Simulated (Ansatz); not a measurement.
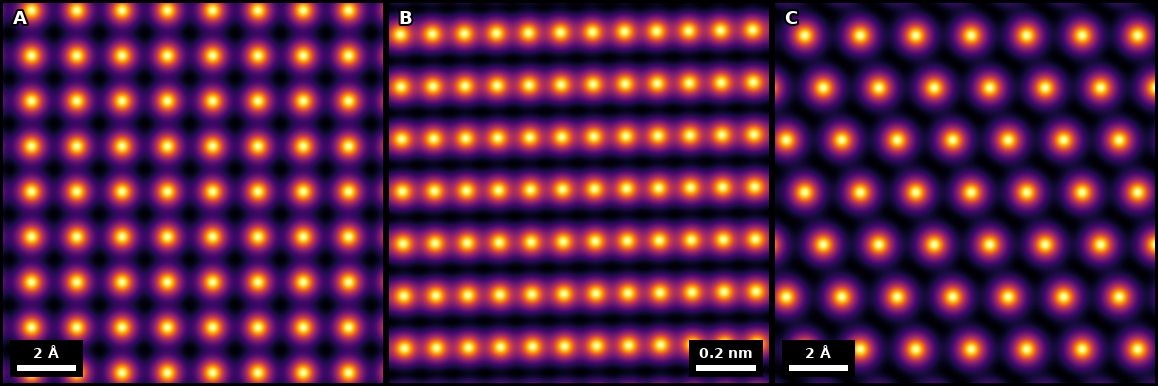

Three views of C (Fm-3m, No. 225) along different zone axes. Computed as the sum of neutral-atom potentials (tabulated electron scattering factors, B = 0.8 Å²) projected along the beam and smoothed by 0.25 Å; brighter is more positive. The display is stretched by a gamma of 0.7; percentages refer to the linear signal. Model: the input geometry of a calculation; the starting structure was generated, so it need not be a known form of this composition.

```yaml
crystal:
  lattice:
    - [3.09908, 0.00000, 0.00000]
    - [0.00000, 3.09908, 0.00000]
    - [0.00000, 0.00000, 3.09908]
  atoms:
    - { symbol: C, position: [0.00000, 0.00000, 0.00000] }
    - { symbol: C, position: [0.00000, 0.50000, 0.50000] }
    - { symbol: C, position: [0.50000, 0.00000, 0.50000] }
    - { symbol: C, position: [0.50000, 0.50000, 0.00000] }
```

**Match the panels to the zone axes [001], [110] and [211].**

A is [001]: projected cell 1.55 × 1.55 Å, 90°, plane group p4mm. B is [211]: projected cell 1.10 × 1.79 Å, 90°, plane group p2mm. C is [110]: projected cell 1.90 × 1.90 Å, 109°, plane group c2mm.
